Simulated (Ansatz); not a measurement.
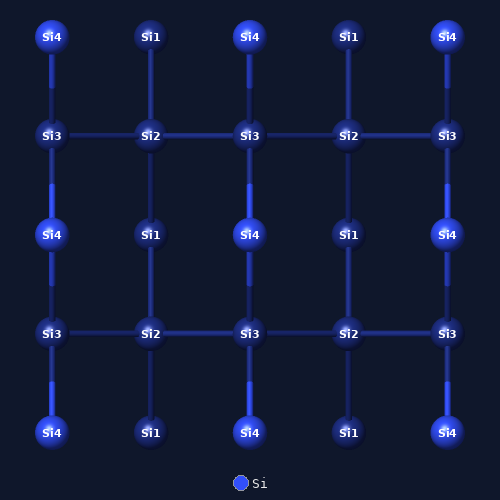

The system is S on a Si(100) slab cut from the Fd-3m phase, its upper half relaxed before the scan (4 atoms of substrate and one adsorbate in a 1 × 1 cell); the picture shows it without the atoms that are moved over the map. S is moved over the surface cell; relaxed at each place: the height of the adsorbate's atoms; substrate rigid; the origin of the map has the adsorbate above Si4. Places are given modulo a cell vector. The map is drawn in real space over the plane of the surface. The grid has 6 × 6 points; 13 points were computed and 18 follow by symmetry. At 5 points there is no value. Energies are in eV, from the lowest grid point. With one adsorbate in each 1 × 1 cell, its nearest image is 3.9 Å away, so neighbouring adsorbates interact. Level of theory: DFT PBE, scalar-relativistic, plane waves, PAW in Ansatz. Settings: cutoff 420 eV, k-mesh 7×7×1, gaussian smearing 0.05 eV, spin-polarised.

Range: position of S5 along the first surface vector from 0.000 to 0.833; position of S5 along the second surface vector from 0.000 to 0.833.

**What landscape does the calculation give?**

The lowest grid point is at a bridge site between two Si atoms, (3/6, 0/6) of the cell vectors. The highest grid point, (2/6, 3/6) of the cell vectors [nearest 3 Si at 2.43 Å], lies 1.90 eV above the lowest. On the interpolated surface the easiest way out of the lowest well to its copy in the next cell or period passes a barrier of about 0.9 eV. At the lowest point the adsorbate has 2 Si at 2.28 Å as nearest neighbours, at the highest 3 Si at 2.43 Å. Its relaxed height above the top atom is 1.21 Å at the lowest and 0.71 Å at the highest point.

```tsv
second ↓, first →	0/6	1/6	2/6	3/6	4/6	5/6
5/6	1.01	1.01	0.76	–	0.76	1.01
4/6	1.33	1.36	1.25	1.00	1.25	1.36
3/6	1.72	–	1.90	–	1.90	–
2/6	1.33	1.36	1.25	1.00	1.25	1.36
1/6	1.01	1.01	0.76	–	0.76	1.01
0/6	0.90	0.89	0.61	0.00	0.61	0.89
```

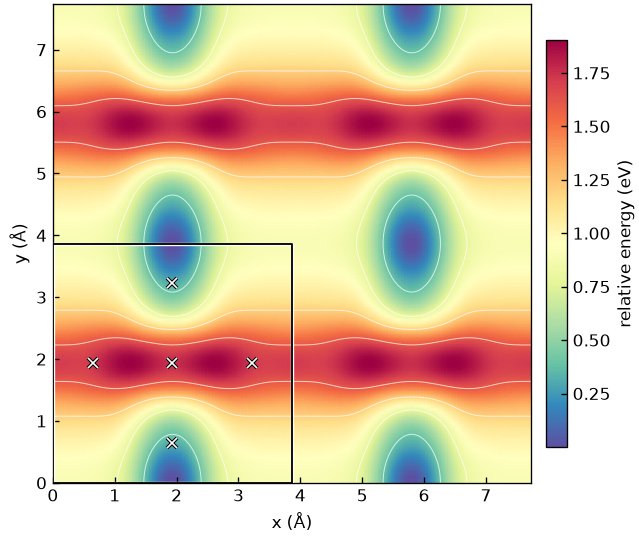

The picture shows a smooth colour map with a few white contour lines, crosses at grid points without a value, the outline of one cell of the 2 × 2 shown. Between grid points the surface is interpolated.

Each point was launched as `ansatz run input.yaml --threads 1 --pin off --max-ram 3072MiB --backend cpu --events-out ev --progress --plain --runs-dir out`. The whole map (13 points run) took 55 min on 1 thread of AMD EPYC 7571, on a shared host.

PAW datasets: the set soft_1.
